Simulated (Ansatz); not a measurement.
# TaN: 5 runs along one coordinate

System: TaN (P6₃/mmc, 4 atoms in the cell).
Method: DFT PBE, scalar-relativistic, plane waves, PAW, no spin polarisation (Ansatz 0.2.0).

The 5 runs differ only in the geometry, by a strain of the cell at fixed fractional positions. Against run 3, the strain is εzz = η. The structure derives from an entry of the Crystallography Open Database.

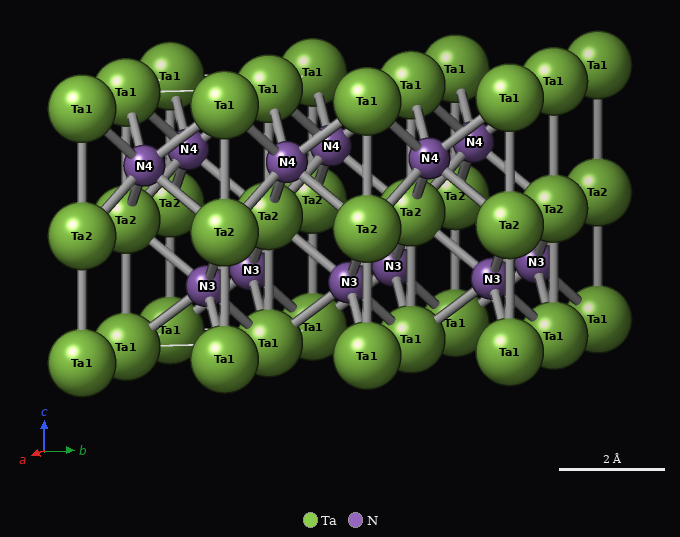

Figure 1. The structure of run 3 (ball-and-stick view of the cell of the calculation, repeated 2 × 3 × 1, seen slightly off an axis; atoms are numbered from 1 in the order of the input).

### Input of run 3
```yaml
crystal:
  lattice:
    - [2.8041618203, 0.0, 0.0]
    - [-1.4020809101, 2.4284753727, 0.0]
    - [0.0, 0.0, 4.918]
  atoms:
    - { symbol: Ta, position: [0.0, 0.0, 0.0] }
    - { symbol: Ta, position: [0.0, 0.0, 0.5] }
    - { symbol: "N", position: [0.3333333333, 0.6666666667, 0.25] }
    - { symbol: "N", position: [0.6666666667, 0.3333333333, 0.75] }
basis:
  ecutwfc: 420
kpoints:
  mp_grid: { grid: [18, 18, 10] }
hamiltonian:
  xc: pbe
scf:
  occupations: { method: gaussian, width: 0.15 }
output:
  forces: true
  stress: true
  eigenvalues: true
```

Command:
```bash
ansatz run input.yaml --threads 1 --pin off --max-ram 1228MiB --backend cpu --events-out ev --progress --plain --runs-dir out
```

Run 2 differs from it as follows:
```diff
-    - [0.0, 0.0, 4.918]
+    - [0.0, 0.0, 4.72128]
```

### Results, with one run withheld

```csv
run,strain parameter η (%),"free energy per atom, from the lowest run given (meV)",pressure (GPa)
1,−8.0000,2132.05,275.15
2,−4.0000,?,?
3,0.0000,807.98,169.39
4,4.0000,348.28,129.88
5,8.0000,0.00,97.28
```

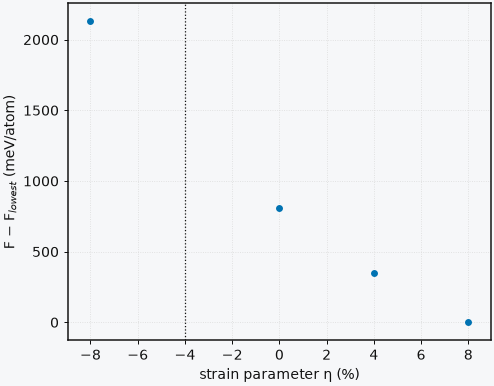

Figure 2. Free energy per atom of the runs given; the dotted line marks run 2.

Fit the runs given and predict run 2.

A quadratic polynomial in the coordinate, fitted to the 4 runs given, misses them by at most 5.12 meV per atom. With x = η − 1.0000, it reads F = 682.71 − 125.13 x + 3.9819 x² (meV per atom). At run 2 it gives 1407.91 meV per atom, and the run itself gives 1395.33. The fit has no minimum inside this range. So low a polynomial doesn't follow these energies more closely.

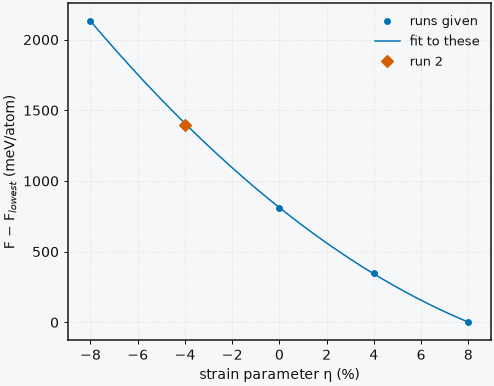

Figure 3. The fit and the withheld run.

### Output, shortened to warnings, some set-up lines, iterations and results (run 2)
```
Basis set: ecut = 420 eV, 627 PW (Γ), exchange–correlation on 40×40×64 points (8 copies of the dense FFT grid, shifted against one another)
Symmetry: 24 space group operations
k-points: 222 of 3240
Initial density: superposition of atomic densities (neutral atoms: chi_scale 0, normalization atom), corrected by the library's trained network
[...]
SCF iter   1: F=—  HF=-20628.392852 eV  |F-HF|=—  |Δ(HF+E_count)|=         —  Δρ=1.56e-2  dr2=3.14e-2  ethr=1.77e-3  ⟨swp⟩=5.0  Hψ=23082  notcnv=0
SCF iter   2: F=—  HF=-20628.388334 eV  |F-HF|=—  |Δ(HF+E_count)|=   4.52e-3  Δρ=9.27e-3  dr2=1.08e-2  ethr=8.73e-5  ⟨swp⟩=1.0  Hψ=6676  notcnv=0
SCF iter   3: F=—  HF=-20628.386698 eV  |F-HF|=—  |Δ(HF+E_count)|=   1.64e-3  Δρ=6.22e-4  dr2=5.11e-5  ethr=3.01e-5  ⟨swp⟩=1.3  Hψ=6061  notcnv=0
SCF iter   4: F=—  HF=-20628.386666 eV  |F-HF|=—  |Δ(HF+E_count)|=   3.29e-5  Δρ=2.09e-4  dr2=4.89e-6  ethr=1.42e-7  ⟨swp⟩=2.3  Hψ=8534  notcnv=0
SCF iter   5: F=—  HF=-20628.386667 eV  |F-HF|=—  |Δ(HF+E_count)|=   1.86e-6  Δρ=2.64e-5  dr2=1.82e-7  ethr=1.36e-8  ⟨swp⟩=2.6  Hψ=7832  notcnv=0
SCF iter   6: F=-20628.386667 eV  HF=-20628.386667 eV  |F-HF|=5.36e-9  |Δ(HF+E_count)|=   3.72e-9  Δρ=6.45e-6  dr2=1.07e-8  ethr=2.78e-10  ⟨swp⟩=5.7  Hψ=19580  notcnv=0
SCF 1 converged in 6 iterations: F = -20628.386667 eV  dr2 = 1.07e-8
SCF converged after 6 iterations
Free energy (F): -20628.386667 eV
Harris-Foulkes:  -20628.386667 eV  (|F-HF|=5.36e-9)
Internal energy: -20628.372294 eV  (E = F + TS)
E sigma→0 (E₀):  -20628.379481 eV
Entropy (-TS):   -0.014373 eV (-3.593 meV/atom)
Fermi energy:    28.237387 eV
--- Per-component energies (eV) ---
  E_band       = 148.243389
  E_kinetic    = 1063.111092
  E_local      = -851.300141  (includes V_loc(G=0)·N_el)
  E_nonlocal   = 135.023055
  E_hartree    = 332.682172
  E_xc         = -575.940135
  E_vxc        = -585.916913  (∫ρ·V_xc dr)
  E_paw        = -17059.387867  (= ΣΔE_a)
  E_vpaw       = -278.036999  (= ΣTr[D̂ρ^β])
  E_aug_tail   = 0.000396  (compensation charges beyond the density's cutoff)
  E_ewald      = -3672.560866
  E_smearing   = -0.014373  (= −TS)
  E_closure    = 0.000000  (closes the sum)
  Σ components = -20628.386667   (vs F -20628.386667, Δ=0.00e0)
--- Forces (eV/Å), atoms counted from 1 ---
  atom   1  Ta     0.00000000    -0.00000000     0.00000000
  atom   2  Ta    -0.00000000     0.00000000     0.00000000
  atom   3  N      0.00000000     0.00000000     0.00000000
  atom   4  N     -0.00000000     0.00000000    -0.00000000
  max |Σ_I F_I| component: 3.70e-17 eV/Å
--- Stress (GPa, compression-positive) ---
      168.503048       0.000000       0.000000
        0.000000     168.503048      -0.000000
        0.000000      -0.000000     314.499097
  P = ⅓ Tr σ = 217.1684 GPa (2171.684 kbar)
```

Notes: Spin–orbit coupling is left out, which matters for Ta.
